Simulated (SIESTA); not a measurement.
## Energy of Ta3N along an even scaling of the cell

System: Ta3N (P-3m1, 4 atoms in the cell).
Method: Kohn-Sham DFT of a periodic cell, PBE, PseudoDojo 0.4 standard, converted to PSML, no spin polarisation (SIESTA 5.4.2).

The 7 runs differ only in the geometry, by an even scaling of the cell at fixed fractional positions. The structure derives from a Materials Project entry.

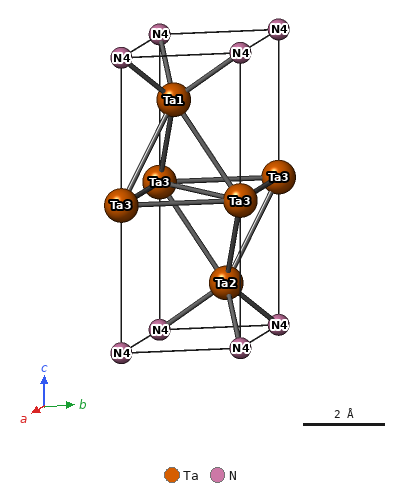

Figure 1. The structure of run 4 (ball-and-stick view of the cell of the calculation, seen slightly off an axis; atoms are numbered from 1 in the order of the input). An atom can appear more than once, as a periodic image.

## Input of run 4
```
SystemName                      Ta3N
SystemLabel                     Ta3N
NumberOfSpecies                 2
NumberOfAtoms                   4
%block ChemicalSpeciesLabel
  1  73 Ta
  2   7 N
%endblock ChemicalSpeciesLabel

LatticeConstant                 1.0 Ang
%block LatticeVectors
     3.0322239879     0.0000000000     0.0000000000
    -1.5161119940     2.6259830035     0.0000000000
     0.0000000000     0.0000000000     7.5241370000
%endblock LatticeVectors
AtomicCoordinatesFormat         Fractional
%block AtomicCoordinatesAndAtomicSpecies
     0.6666666667     0.3333333333     0.8260700000  1  Ta
     0.3333333333     0.6666666667     0.1739300000  1  Ta
     0.0000000000     0.0000000000     0.5000000000  1  Ta
     0.0000000000     0.0000000000     0.0000000000  2  N
%endblock AtomicCoordinatesAndAtomicSpecies

%block kgrid.MonkhorstPack
   10   0   0  0.0
    0  10   0  0.0
    0   0   4  0.0
%endblock kgrid.MonkhorstPack
XC.Functional                   GGA
XC.Authors                      PBE
PAO.BasisSize                   DZP
PAO.EnergyShift                 0.003 Ry
Mesh.Cutoff                     800 Ry
OccupationFunction              FD
ElectronicTemperature           0.05 eV
MaxSCFIterations                120
SCF.MustConverge                false
SCF.Mixer.Method                Pulay
SCF.Mixer.Weight                0.25
SCF.Mixer.History               8
SCF.DM.Tolerance                5.0e-05
SCF.H.Tolerance                 1.0e-03 eV
WriteForces                     true
Charge.Mulliken                 end
%block PAO.Basis
  Ta 5
  n=5 0 2
    3.138 0.000
  n=6 0 2
    7.733 0.000
  n=5 1 2
    3.782 0.000
  n=6 1 1
    7.733
  n=5 2 2
    7.181 0.000
%endblock PAO.Basis
```

Command:
```bash
siesta Ta3N.fdf > Ta3N.out 2>&1
```

Run 2 differs from it as follows:
```diff
-     3.0322239879     0.0000000000     0.0000000000
-    -1.5161119940     2.6259830035     0.0000000000
-     0.0000000000     0.0000000000     7.5241370000
+     2.9912429644     0.0000000000     0.0000000000
+    -1.4956214823     2.5904923961     0.0000000000
+     0.0000000000     0.0000000000     7.4224470073
```

## Results, with one run withheld

```csv
run,volume per atom (Å³),"free energy per atom, from the lowest run given (meV)",pressure (GPa)
1,14.079,59.24,20.24
2,14.379,?,?
3,14.678,8.39,7.37
4,14.978,0.00,1.72
5,15.277,1.54,−3.25
6,15.577,11.86,−7.73
7,15.877,30.29,−11.88
```

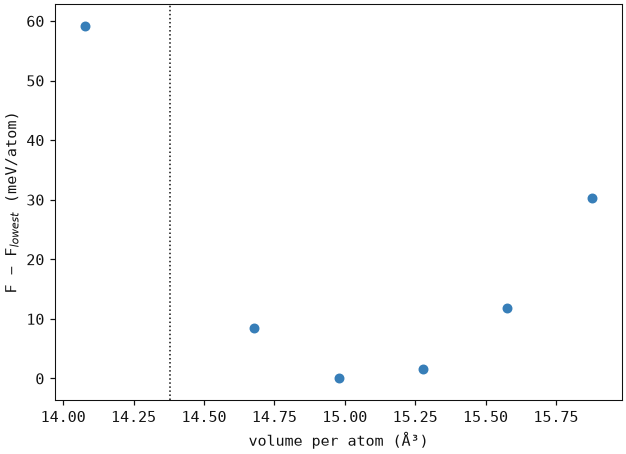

Figure 2. Free energy per atom of the runs given; the dotted line marks run 2.

Estimate the energy of run 2 from the others.

A cubic polynomial in V^(−2/3) (the Birch–Murnaghan form), fitted to the 6 runs given, misses them by at most 0.03 meV per atom. With x = V^(−2/3) − 0.16399 Å⁻², it reads F = −0.50719 + 299.52 x + 1.0099e+06 x² + 9.5838e+05 x³ (meV per atom). At run 2 it gives 27.68 meV per atom, and the run itself gives 27.82. The slope of the fit gives a pressure −dF/dV of 13.47 GPa there, and the run prints 13.53 GPa. The two needn't agree exactly: the fit is approximate, and the printed stress is taken on a finite basis. The fit has its minimum at 15.079 Å³ per atom, where V d²F/dV² gives 256 GPa. Cell shape and fractional positions are held, so this is the stiffness under even scaling; the relaxed bulk modulus wasn't computed.

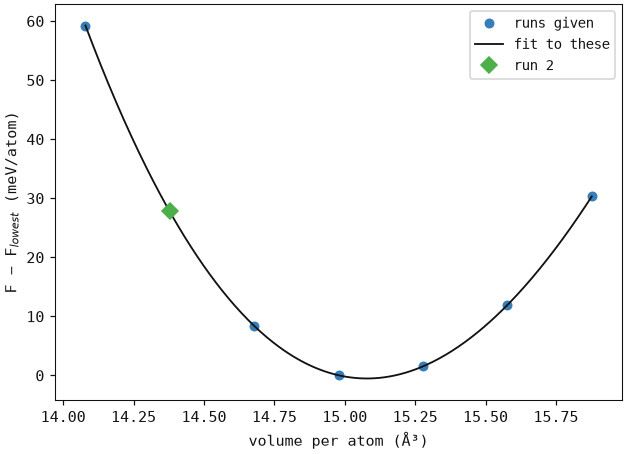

Figure 3. The fit and the withheld run.

## Some lines of the output (run 2)
```
[...]
outcell: Cell volume (Ang**3)        :     57.5150
stepf: Fermi-Dirac step function
siesta: Etot    =     -5591.392553
siesta: FreeEng =     -5591.419693
        iscf     Eharris(eV)        E_KS(eV)     FreeEng(eV)     dDmax    Ef(eV) dHmax(eV)
siesta: E_KS(eV) =            -5597.4414
siesta: E_KS - E_eggbox =     -5597.4414
siesta: Etot    =     -5597.441434
siesta: FreeEng =     -5597.464689
siesta:         Fermi =      -4.134940
siesta: Cell volume =         57.514999 Ang**3
    Orbital volume contribution        =           4.237135 eV
```

Notes: Points of doubt noted for this run: mulliken charges of long orbitals. Spin–orbit coupling is left out, which matters for Ta. With a small basis of atomic orbitals these values can differ much from converged plane-wave results.
